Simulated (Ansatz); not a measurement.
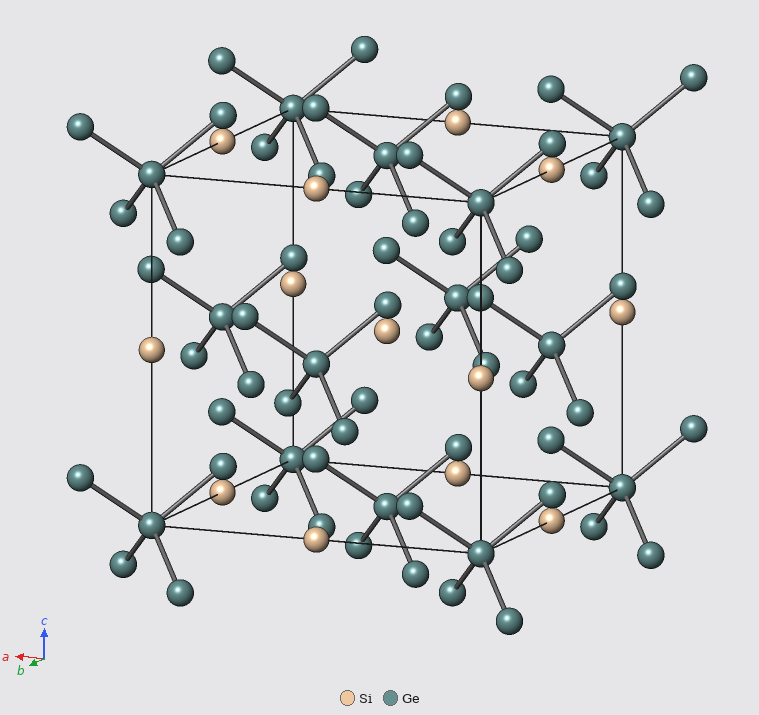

Figure: ball-and-stick view from a general direction. The edges of the conventional unit cell are marked. Finite groups of bonded atoms are drawn whole.

SiGe₅, space group F-43m (No. 216), a = 9.22 Å, b = 9.22 Å, c = 9.22 Å, α = 90.00°, β = 90.00°, γ = 90.00°.

Theory: DFT PBE, scalar-relativistic, plane waves, PAW in Ansatz. Numerical settings: a 420 eV plane-wave basis, k-points about 0.15 Å⁻¹ apart, Gaussian smearing of 0.1 eV, no spin polarisation.

What is the band gap, if any?

A metal: bands cross the Fermi level.

Which way would the volume go on relaxing?

The computed pressure is 0.0 GPa, close to zero.

Provenance: a random cell made by a generator, so it need not be a real form of the compound. Earlier steps of the study, as a rule a relaxation of our own, may have changed the cell and positions, so they can lie some per cent off the listed ones. Ansatz was used for an electronic-structure calculation on it.
